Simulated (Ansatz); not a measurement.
SrTiO$_{3}$. A set of calculations on one system.

Space group Pm-3m; the calculation finds a residual pressure of about 4 GPa at this fixed cell.

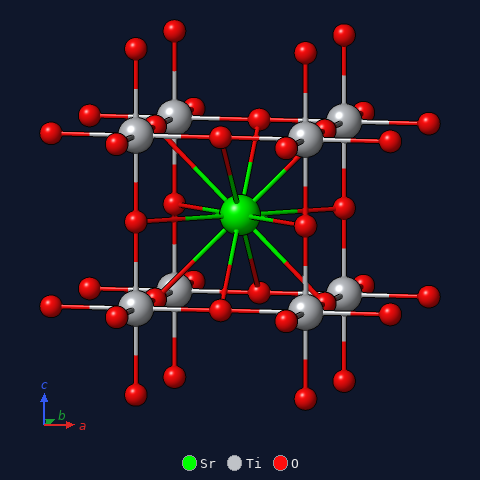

The conventional cell.

```xyz
5
Lattice="3.9053 0.0000 0.0000 0.0000 3.9053 0.0000 0.0000 0.0000 3.9053" Properties=species:S:1:pos:R:3 pbc="T T T"
Sr    1.9526    1.9526    1.9526
Ti    0.0000    0.0000    0.0000
O     1.9526    0.0000    0.0000
O     0.0000    1.9526    0.0000
O     0.0000    0.0000    1.9526
```

Theory: DFT PBE, scalar-relativistic, plane waves, PAW in Ansatz.

Core electrons are frozen (PAW), so the maps are meaningful between the atoms, not at the nuclei.

### 1. Bonding charge

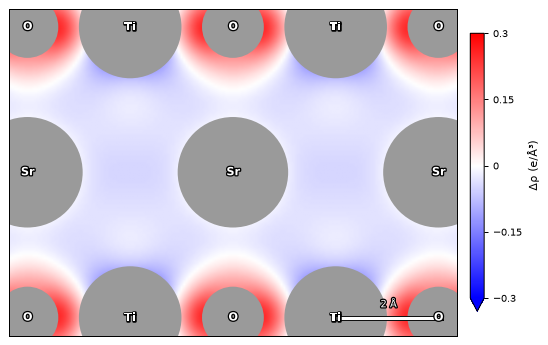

Deformation density (self-consistent density less superposed neutral spherical atoms): a map on the (011̄) plane of the conventional cell, with grey discs over the atomic cores. Cores are masked to 1.0 Å (Sr), 1.0 Å (Ti) and 0.6 Å (O).

Q: Where does charge go when the atoms form this crystal?

A: O–Ti (1.95 Å): Δρ is +0.1 e/Å³ at the midpoint (inside or at the edge of a masked core, so read it with care).
O–Sr (2.76 Å): Δρ is −0.016 e/Å³ at the midpoint, so little or no bond charge builds up halfway.
Sr–Ti (3.38 Å): Δρ is −0.04 e/Å³ at the midpoint.
Over the whole cell, outside the masked cores, the largest gain, 0.22 e/Å³, lies 0.7 Å from an oxygen nucleus and 1.2 Å from a titanium one, and the largest loss lies at the edge of the masked core of Ti.
In all about 0.26 e an atom is rearranged against the free atoms.
Bader charges: Sr +1.59, Ti +2.24 and O −1.28 e.

### 2. States by energy

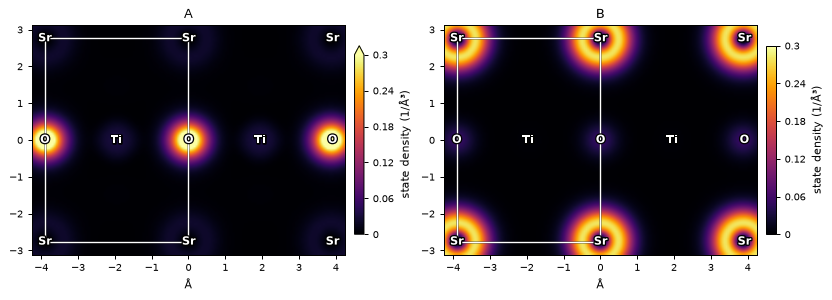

SrTiO$_{3}$: densities of the states in two energy windows, on the (11̄0) plane of the conventional cell.

Q: Match the panels to the energy ranges (zero at the valence-band maximum): −17.7 to −16.0 eV and −15.0 to −14.1 eV.

A: Panel A: −17.7 to −16.0 eV, a separate group of bands (semicore or deep states), mainly O 2s (80 %) and Sr 4p (10 %).
Panel B: −15.0 to −14.1 eV, a separate group of bands (semicore or deep states), mainly Sr 4p (90 %) and O 2s (10 %).
The characters are Löwdin shares on a minimal set of atomic orbitals.

### 3. Doping

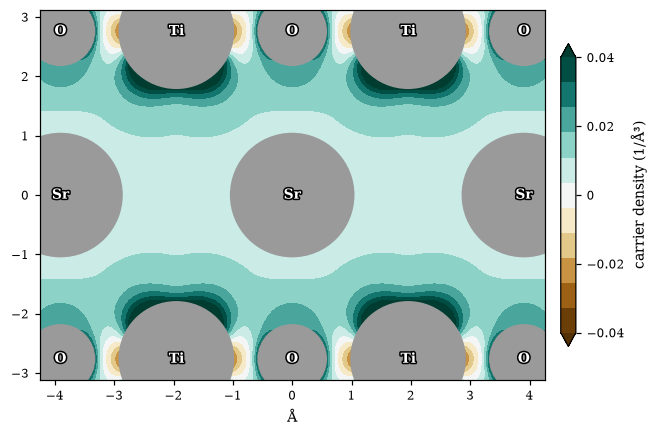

Where the extra electron sits when 0.2 electron is added to the 5-atom cell of the calculation (uniform compensating background, atoms fixed); the change of density for each carrier, counted positive where the carrier is: a map on the (011̄) plane of the conventional cell, with grey discs over the atomic cores. Cores are masked to 1.0 Å (Sr), 1.0 Å (Ti) and 0.6 Å (O).

Q: On which atoms does the carrier sit?

A: Summed over atomic cells sized by the Bader volumes, the added electron divides as O about 55 %, Ti about 25 % and Sr about 15 %; the most favoured element is Ti, which fills 10 % of the volume. Over the whole cell, outside the cores, it is densest at the edge of the masked core of Ti. The counter-flow of charge adds up to under 0.1 e for each carrier. These are shares of the net change, screening included; the states that take the carrier can be more concentrated.

### 4. Change of volume

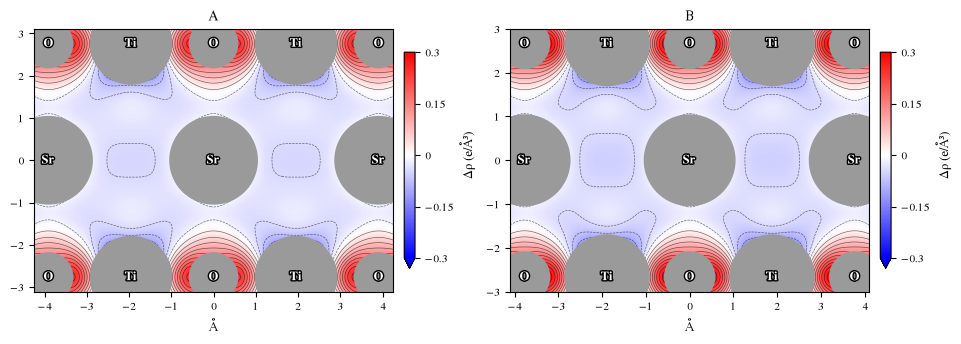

SrTiO$_{3}$: deformation density on the (011) plane of the conventional cell at two volumes, with the same fractional coordinates and one colour scale. Grey discs cover the cores. Panel B has 90 % of the volume of panel A.

Q: How do bonds, bonding charge and pressure respond to this change of volume?

A: From A to B, O–Sr goes from 2.76 to 2.67 Å, and Δρ at its midpoint stays at −0.016 e/Å³.
- The pressure is 4 GPa in A and 29 GPa in B.
- Bader charges in A: Sr +1.59, Ti +2.24 and O −1.28 e; in B: Sr +1.57, Ti +2.24 and O −1.27 e.
- The rearranged charge is 0.26 e an atom in A and 0.26 e in B.

### 5. Taking out a sublattice

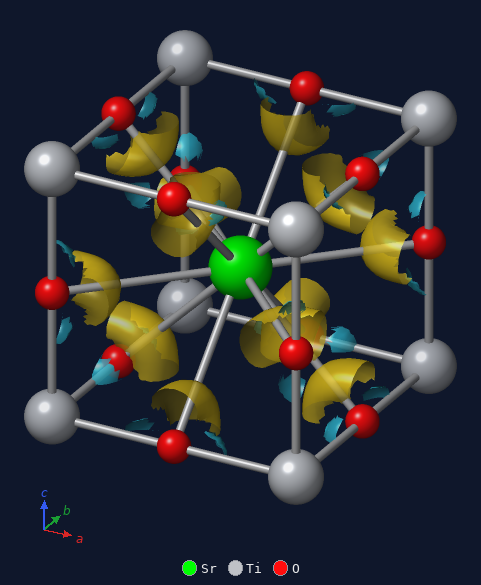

Density of the crystal less the densities of its Sr sublattice and of the rest (Ti and O), each computed alone with the atoms in place (the rest with spin, the Sr sublattice without): yellow surfaces at +0.04 and cyan ones at −0.04 e/Å³, in the conventional cell seen at an oblique angle (the regions close to the nuclei are left out). Cores are masked to 1.0 Å (Sr), 1.0 Å (Ti) and 0.6 Å (O).

Q: What does the difference density show?

A: Over the whole cell, outside the masked cores, the largest gain lies at the edge of the masked core of O, and the largest loss lies at the edge of the masked core of O.
- About 0.6 e is rearranged for each Sr atom.
- By Bader's partition Sr carries +1.59 e, so it gives electrons to the rest.

Q: What is E(crystal) − E(Sr sublattice) − E(rest) for each Sr atom?

A: E(crystal) − E(Sr sublattice) − E(rest) is −9.4 eV for each Sr atom (negative: bound). The references are the frozen sublattices, not the elements, so this isn't a formation energy. A moment in a sublattice run without spin would make it less negative.

### 6. Putting it together

The electron favours Ti (25 % of it on 10 % of the volume), in line with the bottom of the conduction band, which is mainly Ti 3d. A carrier enters the states at the band edge, and screening then spreads part of it over the cell. The two pressures give a mean stiffness −ΔP/Δln V of about 236 GPa over this range, with the atoms held at their fractional positions.

Run times: 30 s (base cell), 1.4 s (state densities), 26 s (electron), 27 s (scaled cell), 23 s (the rest) and 2.2 s (sublattice Sr), on 2 threads of Intel(R) Xeon(R) Platinum 8259CL CPU @ 2.50GHz (Skylake/Cascade Lake), with other jobs on the host.
